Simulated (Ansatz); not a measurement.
System: Ga, space group I4/mmm (No. 139).

Starting cell:
```yaml
crystal:
  lattice:
    - [-1.40400, 1.40400, 2.22900]
    - [1.40400, -1.40400, 2.22900]
    - [1.40400, 1.40400, -2.22900]
  atoms:
    - { symbol: Ga, position: [0.00000, 0.00000, 0.00000] }
```

Calculation (Ansatz 0.2.0): deformation of a crystal at fixed volume, lengths along the axis scaled against those across it, fractional coordinates fixed, by plane-wave density functional theory with PAW datasets, free energies less that of the undisturbed cell, pressure positive in compression; scalar-relativistic. Level: LDA, no spin polarisation.

- wave cutoff: 420 eV
- k mesh: 26×26×26
- occupations: Gaussian
- smearing width: 0.15 eV
- k shift: (0, 0, 0) (mesh steps)
- start: as given
- path: tetragonal
- axis direction: (0, 0, 1) (Cartesian unit vector)

Predict the energy change and pressure against relative axial ratio. The relative axial ratio takes the values 0.85, 0.92, 0.96, 1.00, 1.05, 1.10, 1.20.

The energy change is 2.87 meV/atom at relative axial ratio 0.85 and 22.80 meV/atom at 1.20; the lowest computed point is at relative axial ratio 1.00 (0.00 meV/atom). The pressure goes from −1.602 GPa at relative axial ratio 0.85 to −0.567 GPa at 1.20, not monotonically, with a low of −1.649 GPa at 0.96.

```json
{"axial ratio relative to the start": "0.85", "energy change (meV/atom)": "2.87", "pressure (GPa)": "-1.602"}
{"axial ratio relative to the start": "0.92", "energy change (meV/atom)": "3.11", "pressure (GPa)": "-1.588"}
{"axial ratio relative to the start": "0.96", "energy change (meV/atom)": "0.99", "pressure (GPa)": "-1.649"}
{"axial ratio relative to the start": "1.00", "energy change (meV/atom)": "0.00", "pressure (GPa)": "-1.571"}
{"axial ratio relative to the start": "1.05", "energy change (meV/atom)": "0.63", "pressure (GPa)": "-1.582"}
{"axial ratio relative to the start": "1.10", "energy change (meV/atom)": "4.71", "pressure (GPa)": "-1.263"}
{"axial ratio relative to the start": "1.20", "energy change (meV/atom)": "22.80", "pressure (GPa)": "-0.567"}
```

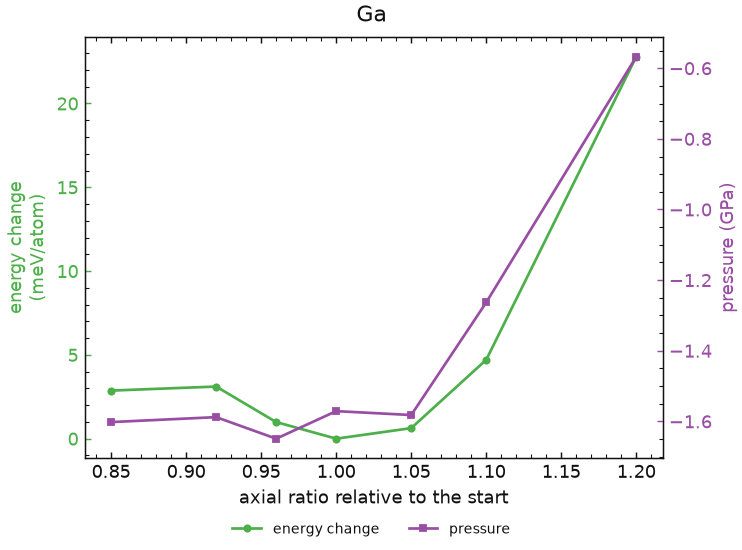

Limits of the calculation: reference crystal is not relaxed; shape and atomic fractions are frozen while scaling, which makes layered, chain and framework solids too stiff.
